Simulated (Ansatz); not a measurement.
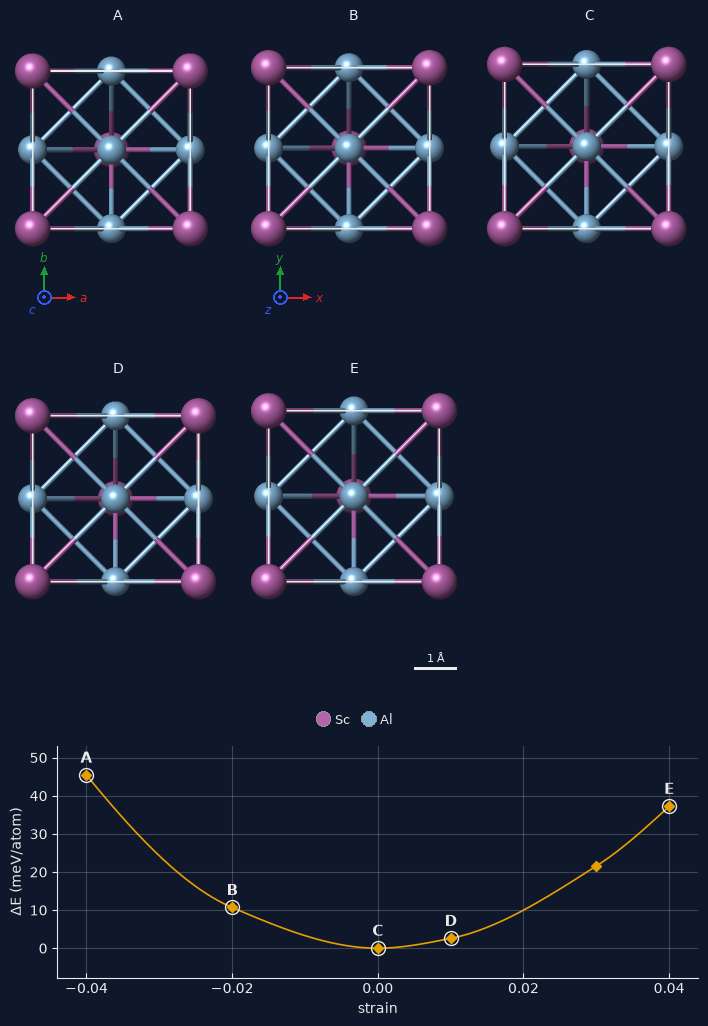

A crystal of ScAl₃ (I4/mmm): the cell is strained equally along x and y, with the atoms kept at their fractional coordinates. x, y and z are the Cartesian axes of the input. The lettered frames are marked on the plot. A ball-and-stick model of the conventional cell (2 times the calculation's cell), seen along the c axis. Lengths and directions refer to the drawn axes.

The calculation used DFT r2SCAN, scalar-relativistic, plane waves, PAW in Ansatz 0.2.0. Set-up: plane-wave cutoff 500 eV; k-point mesh 16 × 16 × 16; occupations gaussian; smearing width 0.15 eV; no spin polarisation. Energies (free energies at the smearing named) are counted from the relaxed crystal.

> What does the scan show?

Of the computed points the lowest is at the strain 0.00, 0.0 meV/atom. The curvature at zero strain, (1/V) d²E/dε², is about 470 GPa; it is C₁₁ + C₂₂ + 2C₁₂ with clamped ions. The distortion keeps the space group I4/mmm. At the strain −0.04 the cell of the drawing goes a 4.006 → 3.846 Å, b 4.006 → 3.846 Å.

The computed points:

```
strain  ΔE (meV/atom)
−0.040           45.4
−0.020           10.7
 0.000            0.0
 0.010            2.6
 0.030           21.6
 0.040           37.2
```
